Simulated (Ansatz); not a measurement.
Molecular dynamics, with input and output: C (part 2 of 2)

C (16 atoms in the cell); DFT r2SCAN, scalar-relativistic, plane waves, PAW, no spin polarisation (Ansatz 0.2.0); cutoff 500 eV, 4×4×4 k-mesh, Fermi–Dirac smearing of 0.24 eV. The structure was built on a prototype by a generator; it need not be a known phase. It belongs to a series of runs on one base structure; here: dynamics from the start.

Geometry of the input (Å; fractional positions):
```
0.0000  3.6285  3.6285
3.6285  0.0000  3.6285
3.6285  3.6285  0.0000
C  0.0000  0.0000  0.0000
C  0.1250  0.1250  0.1250
C  0.0000  -0.0000  0.5000
C  0.1250  0.1250  0.6250
C  0.0000  0.5000  -0.0000
C  0.1250  0.6250  0.1250
C  0.0000  0.5000  0.5000
C  0.1250  0.6250  0.6250
C  0.5000  0.0000  -0.0000
C  0.6250  0.1250  0.1250
C  0.5000  -0.0000  0.5000
C  0.6250  0.1250  0.6250
C  0.5000  0.5000  -0.0000
C  0.6250  0.6250  0.1250
C  0.5000  0.5000  0.5000
C  0.6250  0.6250  0.6250
```

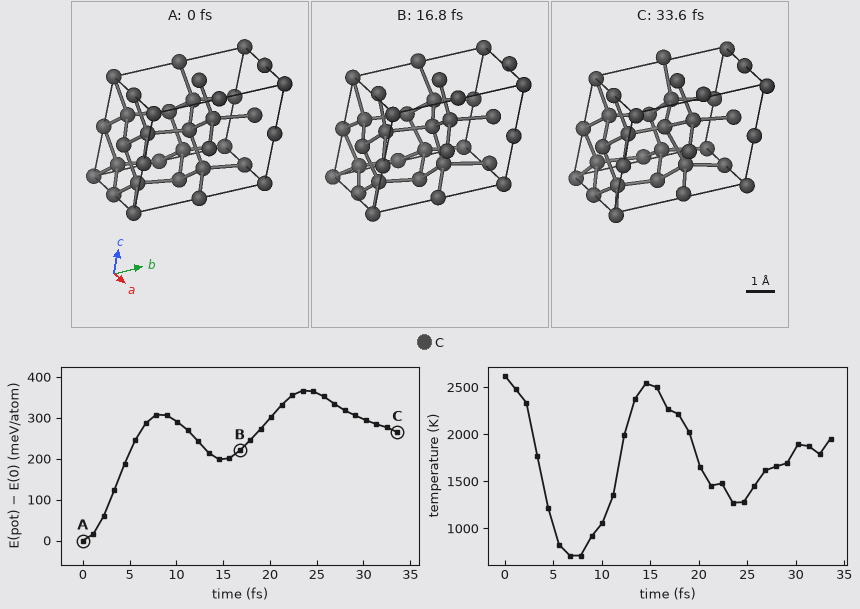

*Frames of the molecular dynamics (ball-and-stick, reduced simulation cell, seen slightly off an axis) above the curves, on which the letters mark them.*

The trajectory kept here has 31 frames over 33.6 fs. The temperature starts at 2625 K, ranges from 712 to 2625 K and averages 1724 K over the second half. The potential energy ends 265.3 meV/atom above its first value. With the common drift removed, the root-mean-square displacement is 0.13 Å, and C15 has moved furthest (0.25 Å).

```
SCF converged after 2 iterations
Free energy (F): -4020.241475 eV
Harris-Foulkes:  -4020.241475 eV  (|F-HF|=9.41e-11)
Internal energy: -4020.239922 eV  (E = F + TS)
E sigma→0 (E₀):  -4020.240699 eV
Entropy (-TS):   -0.001553 eV (-0.097 meV/atom)
Fermi energy:    14.382934 eV
--- Per-component energies (eV) ---
  E_band       = 203.293566
  E_kinetic    = 1447.549323
  E_local      = -1011.482972  (includes V_loc(G=0)·N_el)
  E_nonlocal   = 418.031673
  E_hartree    = 222.491396
  E_xc         = -759.376638
  E_vxc        = -1049.091363  (∫ρ·V_xc dr)
  E_paw        = -1609.329329  (= ΣΔE_a)
  E_vpaw       = -102.269901  (= ΣTr[D̂ρ^β])
  E_aug_tail   = 0.000071  (compensation charges beyond the density's cutoff)
  E_vtau       = 55.573966  (kinetic-family band-sum trace: ∫τ·v_τ [+ j·A + Jᵃ·Aᵃ] dr)
  E_ewald      = -2727.727067
  E_core_change = -0.396380  (= ΣΔE_core)
  E_smearing   = -0.001553  (= −TS)
  E_closure    = 0.000000  (closes the sum)
  Σ components = -4020.241475   (vs F -4020.241475, Δ=0.00e0)
--- Forces (eV/Å), atoms counted from 1 ---
  atom   1  C      0.27898489     1.24970507    -3.85295592
  atom   2  C     -0.86351999     0.30798936     4.93534788
  atom   3  C      2.37633310     0.99117244    -2.21194401
  atom   4  C     -3.79869404    -0.75135969    -1.18251022
  atom   5  C     -5.39283446     0.81959931    -2.17987319
  atom   6  C      0.27629209    -0.60423236     3.76067849
  atom   7  C      2.81850429    -0.18154892    -1.90107978
  atom   8  C      2.22657225     0.91093874     2.49786826
  atom   9  C      2.26414728    -1.46803319    -0.35426274
  atom  10  C      0.32759326     1.17994609    -0.86013731
  atom  11  C      0.94193023    -0.20727448     0.40651063
  atom  12  C     -3.81494176     6.35896908    -2.38296068
  atom  13  C      1.92532462    -4.88045316     0.96557491
  atom  14  C     -3.89530128     4.19476427    -0.32443221
  atom  15  C      3.97824650    -8.28200269     5.71095955
  atom  16  C      0.35135980     0.36183042    -3.02677851
  max |Σ_I F_I| component: 1.03e-5 eV/Å
--- MD trajectory: 30 steps, t = 0.0 → 33.6 fs ---
  final state: T = 1955.0 K   F+E_penalty+E_count = -4020.24147513 eV   E_kin = 4.043165 eV
```

**Trajectory as extended XYZ (Å, eV, eV/Å), 7 of the 31 frames kept, from step=0 to step=30**
```
16
Lattice="0.0000 3.6285 3.6285 3.6285 0.0000 3.6285 3.6285 3.6285 0.0000" Properties=species:S:1:pos:R:3:forces:R:3 step=0 time_fs=0.0 energy=-4024.48639 temperature=2625.0
C     0.0000    0.0000    0.0000    0.0000   0.0000   0.0000
C     0.9071    0.9071    0.9071    0.0000   0.0000   0.0000
C     1.8143    1.8143    0.0000    0.0000   0.0000   0.0000
C     2.7214    2.7214    0.9071    0.0000   0.0000   0.0000
C     1.8143    0.0000    1.8143    0.0000   0.0000   0.0000
C     2.7214    0.9071    2.7214    0.0000   0.0000   0.0000
C     3.6285    1.8143    1.8143    0.0000   0.0000   0.0000
C     4.5357    2.7214    2.7214    0.0000   0.0000   0.0000
C     0.0000    1.8143    1.8143    0.0000   0.0000   0.0000
C     0.9071    2.7214    2.7214    0.0000   0.0000   0.0000
C     1.8143    3.6285    1.8143    0.0000   0.0000   0.0000
C     2.7214    4.5357    2.7214    0.0000   0.0000   0.0000
C     1.8143    1.8143    3.6285    0.0000   0.0000   0.0000
C     2.7214    2.7214    4.5357    0.0000   0.0000   0.0000
C     3.6285    3.6285    3.6285    0.0000   0.0000   0.0000
C     4.5357    4.5357    4.5357    0.0000   0.0000   0.0000
16
Lattice="0.0000 3.6285 3.6285 3.6285 0.0000 3.6285 3.6285 3.6285 0.0000" Properties=species:S:1:pos:R:3:forces:R:3 step=5 time_fs=5.6 energy=-4020.56129 temperature=829.3
C    -0.0722   -0.0752    0.0732    3.7596   3.6246  -4.8458
C     0.8179    0.8935    0.8654    1.9973   0.5017   2.6551
C     1.7511    1.8801    0.0533    1.6144  -4.1398  -1.8023
C     2.6666    2.7804    0.8005   -1.4042  -3.5794   6.1299
C     1.8139   -0.0337    1.9323   -0.5762   1.2330  -4.5080
C     2.6423    0.9008    2.7485    4.2019  -0.6527  -1.6313
C     3.5952    1.7755    1.7633    0.0915   1.2090   1.3195
C     4.6002    2.6921    2.7555   -3.1176  -0.1785  -1.1886
C    -0.0599    1.8400    1.7971    4.0260  -2.3410   1.3098
C     0.9337    2.6722    2.7466   -1.1177   2.2569  -1.1697
C     1.7471    3.7604    1.7656    3.8685  -6.2127   3.2832
C     2.8472    4.4378    2.6573   -4.6312   4.0694   1.2940
C     1.9331    1.8380    3.5831   -4.3260   0.9273   2.3962
C     2.7845    2.7513    4.5787   -2.1211   0.1239  -1.1735
C     3.7123    3.6454    3.6475   -2.0320  -2.0291  -1.3757
C     4.5271    4.4869    4.5319   -0.2334   5.1874  -0.6928
16
Lattice="0.0000 3.6285 3.6285 3.6285 0.0000 3.6285 3.6285 3.6285 0.0000" Properties=species:S:1:pos:R:3:forces:R:3 step=10 time_fs=11.2 energy=-4020.16067 temperature=1353.2
C    -0.0592   -0.0486    0.0840    0.1472  -0.4858  -4.1352
C     0.8169    0.8414    0.8720    2.7281   1.6360   3.3024
C     1.7175    1.8338    0.0502    1.8784  -3.9639  -2.8425
C     2.5564    2.7348    0.7885    3.2737   0.1076   5.6329
C     1.7931   -0.0011    1.9424    0.7967  -0.7753  -4.9223
C     2.6487    0.8963    2.7688    3.9218  -0.6915  -2.1439
C     3.5577    1.7745    1.7404   -0.7657   1.7664   2.0272
C     4.5874    2.6747    2.7582   -2.3579  -0.0914  -2.0873
C     0.0347    1.7911    1.8242   -0.1194   0.1172  -0.6685
C     0.9572    2.6359    2.7543   -1.5221   3.6395  -1.1324
C     1.7159    3.7860    1.7832    3.2173  -6.1942   1.5649
C     2.8340    4.4412    2.6130   -3.2165   2.7375   2.8945
C     1.9342    1.8332    3.5786   -3.6065   1.9441   3.3040
C     2.8281    2.7913    4.5327   -2.0285  -2.6495   1.3467
C     3.7739    3.5868    3.6415   -4.8643   1.0885  -1.5496
C     4.4643    4.5526    4.5329    2.5175   1.8148  -0.5908
16
Lattice="0.0000 3.6285 3.6285 3.6285 0.0000 3.6285 3.6285 3.6285 0.0000" Properties=species:S:1:pos:R:3:forces:R:3 step=15 time_fs=16.8 energy=-4020.95687 temperature=2268.9
C    -0.0396   -0.0391   -0.0238    0.2996  -1.8313   1.7942
C     0.9033    0.8260    0.9473   -0.6961   0.5699  -1.9726
C     1.7220    1.7088   -0.0162    2.6990   0.6892  -0.7768
C     2.5178    2.6537    0.8835    4.0897   1.8445   0.2298
C     1.8231    0.0512    1.7861    2.9805  -4.2731   1.4630
C     2.7575    0.8483    2.7626   -2.7762   2.5877  -1.4100
C     3.5145    1.8191    1.8007    1.0176   0.1372   0.4769
C     4.5513    2.6342    2.7196   -0.2629   1.5638  -1.7298
C     0.1464    1.7190    1.8993   -3.9832   2.7696  -3.1254
C     0.9738    2.6888    2.7184   -1.5648   1.0986   1.4481
C     1.7509    3.6591    1.8174    0.9338  -0.2369  -1.5763
C     2.7443    4.5062    2.6163    0.1131  -0.8853   3.5515
C     1.8412    1.8658    3.6517    1.6731  -0.1463   0.6744
C     2.8832    2.8236    4.5000   -3.4134  -3.8407   1.8906
C     3.8048    3.5464    3.6215   -4.5970   4.0739  -0.4643
C     4.4469    4.6842    4.5310    3.4871  -4.1208  -0.4734
16
Lattice="0.0000 3.6285 3.6285 3.6285 0.0000 3.6285 3.6285 3.6285 0.0000" Properties=species:S:1:pos:R:3:forces:R:3 step=20 time_fs=22.4 energy=-4018.79767 temperature=1478.5
C     0.0179   -0.0622   -0.0694   -1.6704   0.9250   3.7039
C     0.9793    0.8020    0.9647   -2.8116   0.9359  -3.2947
C     1.7420    1.6148   -0.0934    0.3529   5.4009   4.6798
C     2.6180    2.6203    0.9793    0.0214   3.1882  -3.8114
C     1.9380    0.0136    1.6996    0.7935  -2.6932   4.1926
C     2.7864    0.8533    2.6974   -3.2832   1.2070   1.9610
C     3.4786    1.8950    1.8910    4.1300  -3.5351  -2.4707
C     4.5345    2.6109    2.6774    1.3900   2.9413   0.4856
C     0.1185    1.7162    1.9152   -2.3529   2.8181  -3.0282
C     0.9509    2.7762    2.7206   -1.4762  -3.8817   1.9952
C     1.7745    3.5675    1.8452    1.5192   4.1396  -2.4854
C     2.6695    4.5422    2.7413    4.5664  -4.5698  -2.8641
C     1.7477    1.9187    3.7361    5.3111  -0.3744  -2.8458
C     2.9371    2.7987    4.5308   -3.5058  -3.3449   0.0932
C     3.7886    3.5784    3.5597   -3.2271   3.2137   2.4206
C     4.4903    4.7499    4.5204    0.2426  -6.3709   1.2684
16
Lattice="0.0000 3.6285 3.6285 3.6285 0.0000 3.6285 3.6285 3.6285 0.0000" Properties=species:S:1:pos:R:3:forces:R:3 step=25 time_fs=28.0 energy=-4019.39777 temperature=1659.4
C     0.0445   -0.0690   -0.0079   -2.4268   2.4661   1.9480
C     1.0103    0.7884    0.8899   -1.6277   0.8609   1.2682
C     1.7604    1.6439   -0.0506    0.7111   4.8027   2.4812
C     2.7169    2.6683    1.0036   -2.5201   2.0843  -4.2254
C     2.0587   -0.0105    1.7637   -4.5124  -1.8930  -0.1245
C     2.7631    0.8928    2.6641   -0.8513   0.5141   4.6577
C     3.5147    1.9151    1.9195    4.0612  -3.9236  -3.2010
C     4.5326    2.6550    2.6535    2.9169   3.3303   2.7599
C     0.0678    1.7757    1.8742   -0.0323  -1.1396  -1.7781
C     0.9009    2.7635    2.7422    0.3930  -2.5905  -0.0319
C     1.7825    3.5551    1.8418    0.6624   4.0179  -1.2810
C     2.6665    4.4717    2.7993    2.7471   0.0840  -4.6675
C     1.7531    1.9913    3.7154    3.9780  -4.6744  -0.7187
C     2.9647    2.6818    4.5422   -4.3793   2.3211  -0.9412
C     3.7321    3.7259    3.5114    0.0257  -2.9637   4.6483
C     4.5110    4.7028    4.5573    0.8543  -3.2966  -0.7940
16
Lattice="0.0000 3.6285 3.6285 3.6285 0.0000 3.6285 3.6285 3.6285 0.0000" Properties=species:S:1:pos:R:3:forces:R:3 step=30 time_fs=33.6 energy=-4020.24147 temperature=1955.0
C     0.0212   -0.0448    0.1242    0.2790   1.2497  -3.8530
C     1.0106    0.8338    0.8240   -0.8635   0.3080   4.9353
C     1.7825    1.7882    0.0430    2.3763   0.9912  -2.2119
C     2.7752    2.7281    0.9908   -3.7987  -0.7514  -1.1825
C     2.0690   -0.0875    1.8383   -5.3928   0.8196  -2.1799
C     2.7313    0.9196    2.7004    0.2763  -0.6042   3.7607
C     3.5820    1.8438    1.9063    2.8185  -0.1815  -1.9011
C     4.5600    2.7358    2.6731    2.2266   0.9109   2.4979
C     0.0246    1.7643    1.8194    2.2642  -1.4680  -0.3543
C     0.8776    2.6918    2.7721    0.3276   1.1799  -0.8601
C     1.7736    3.6172    1.8364    0.9419  -0.2073   0.4065
C     2.7519    4.4290    2.7208   -3.8149   6.3590  -2.3829
C     1.8088    1.9414    3.6515    1.9253  -4.8804   0.9656
C     2.9177    2.6310    4.5154   -3.8953   4.1948  -0.3244
C     3.6834    3.8311    3.5118    3.9782  -8.2820   5.7109
C     4.5333    4.6064    4.6239    0.3514   0.3618  -3.0268
```

**Results in brief**

```csv
quantity,value
outcome,finished
mean temperature over the second half,1724 K
trajectory,"30 steps, 33.6 fs"
ensemble,nvt_langevin
temperature in the input,2800.0 K
time step,1.12 fs
space group of the start (tolerance 0.01 Å),Fd-3m (227)
electrons treated,64
potential energy (free energy of the electrons) (last step),−4020.2415 eV
Fermi energy (last step),14.383 eV
largest force (length of the vector) (last step),10.818 eV/Å
hardware,"2 threads of Arm Neoverse V2, 24 GiB of memory available, shared host"
wall time,8.7 min (CPU time 17 min)
peak memory,0.73 GiB
```

**Notes**

So short a trajectory is not equilibrated. The logged temperature at the start can lie below the typed one, since it is counted over all degrees of freedom. The temperature stays far from the 2800 K of the thermostat over the second half: the run isn't equilibrated.
